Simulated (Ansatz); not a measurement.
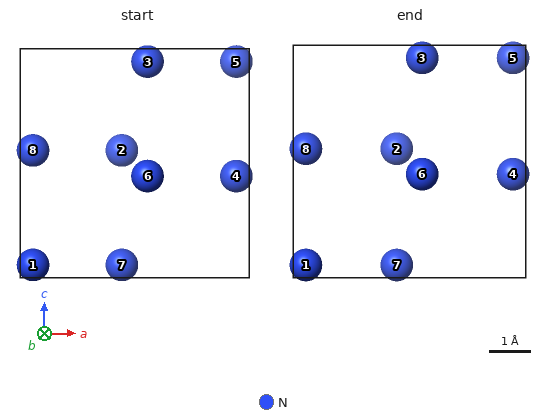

The structure of a crystal of N (set up in P2_13) before (left) and after (right) a relaxation, at one scale.

The picture is a ball-and-stick view of the cell of the calculation, seen along the b axis.

Case: relaxed again at another level of theory.

These are results of Ansatz, DFT r2SCAN, scalar-relativistic, plane waves, PAW, not measurements. Settings: plane-wave cutoff 500 eV; k-point mesh 4 × 4 × 4; occupations gaussian; smearing width 0.02 eV; no spin polarisation; cell and atoms relaxed; force threshold 0.02 eV/Å; at most 50 steps.

What changed between the two?

After 5 accepted moves (6 points after the start) the energy has fallen by 3.0 meV per atom. The largest force component goes from 0.72 to 0.0062 eV/Å. The pressure goes from −1.52 to 0.00 GPa. At 1 point the geometry stayed and the basis and grid were re-selected for the new cell (energy shift of 0.4 meV per atom at most each time). The largest moves relative to the cell, 0.013 Å, are those of N1, N2, N3 and N4. N2 goes along [1 1 −1]. The volume changes by +4.8 %, with a = b = c 5.676 → 5.765 Å (+1.6 %). Among the contacts that change: N1–N5 1.102 → 1.093 Å. The space group stays Pa-3 (No. 205).

Limits of the set-up: layers or molecules are held without a dispersion correction, so their spacing is unreliable.
